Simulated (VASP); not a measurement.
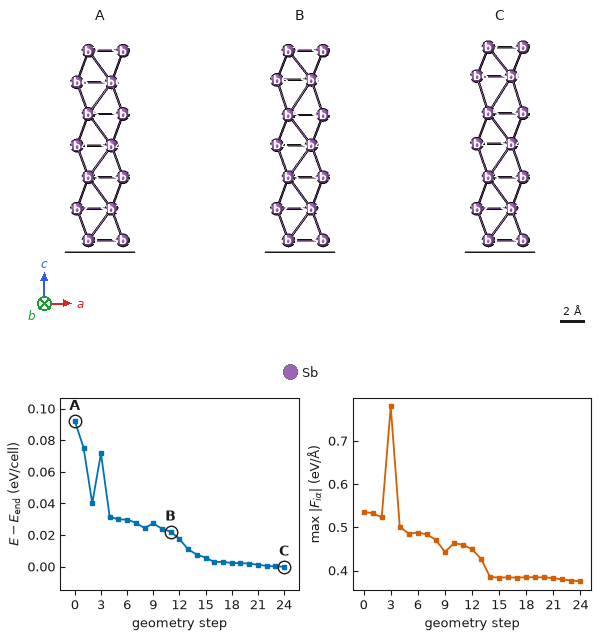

Frames of a relaxation of a slab of composition Sb, marked on the history of the run. Style: ball-and-stick. Shown: the 2 × 2 repeat of the cell, outlined in the plane, without the vacuum, along the b axis.

The run lets the atoms move in a fixed cell. 3 atoms are held fixed.

The calculation used Kohn-Sham DFT of a periodic cell, RPBE, VASP PAW PBE potentials, recommended (VASP).

Input
```
SYSTEM = Sb
  PREC = Accurate
  ENCUT = 520
  EDIFF = 1E-6
  ISMEAR = 0
  SIGMA = 0.05
  LREAL = .False.
  LASPH = .True.
  NELM = 60
  ALGO = Fast
  ISIF = 2
  LWAVE = .False.
  LCHARG = .False.
  LDIPOL = .True.
  IDIPOL = 3
  DIPOL = 0.5 0.5 0.500
  GGA = RP
  IBRION = 2
  NSW = 60
  EDIFFG = -0.01
```

Command:
```bash
cat potpaw_PBE.64/Sb/POTCAR > POTCAR
mpirun -np 1 vasp_std > vasp.out
```

What happens along the run?

The largest move is that of Sb6, 0.52 Å along the normal (+c). The cell doesn't change. Among the contacts that change: Sb5–Sb6 3.299 → 3.673 Å, Sb6–Sb7 3.299 → 3.121 Å, Sb3–Sb4 3.299 → 3.423 Å, Sb4–Sb5 3.299 → 3.235 Å. The energy falls by 92.2 meV per cell of the calculation in 24 geometry steps. Largest force component: 0.54 eV/Å at the start, 0.38 eV/Å at the end. From step 0 to 11: Sb6 moves most (0.21 Å), energy −70.0 meV per cell of the calculation. From step 11 to 24: Sb6 moves most (0.31 Å), energy −22.2 meV per cell of the calculation.
